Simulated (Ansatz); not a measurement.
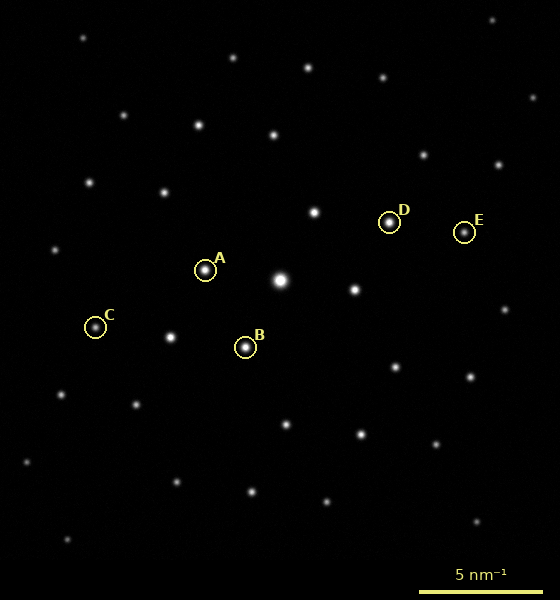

The pattern is a kinematic simulation for 300 kV electrons (no multiple scattering; isotropic B = 0.5 Å²). The zone axis points towards the electron source and the pattern is seen from the source side.

Crystal: Ir, space group Fd-3m (No. 227), a = 5.591 Å. Structure: the geometry relaxed with Ansatz, DFT, revPBE, plane waves (420 eV) with PAW, scalar-relativistic; the starting structure was generated, so it need not be a known form of this composition.

```
atom  site  symmetry       x       y       z
  Ir    8b      -43m  0.2500  0.2500  0.7500
```

Spot A is indexed -1 1 -1 and spot B -1 1 1.

Q: Give hkl for C, D, E.

A: C = 2A + B = -3 3 -1 (d = 1.283 Å). D = −A − B = 2 -2 0 (d = 1.977 Å). E = −2A − B = 3 -3 1 (d = 1.283 Å).

Q: Which zone axis is this?

A: The cross product of A and B is parallel to [110]; every spot obeys hu + kv + lw = 0.

Q: What are the spacings of A and B and the angle between them?

A: d(A) = 3.228 Å, d(B) = 3.228 Å, and the angle is 70.5°.
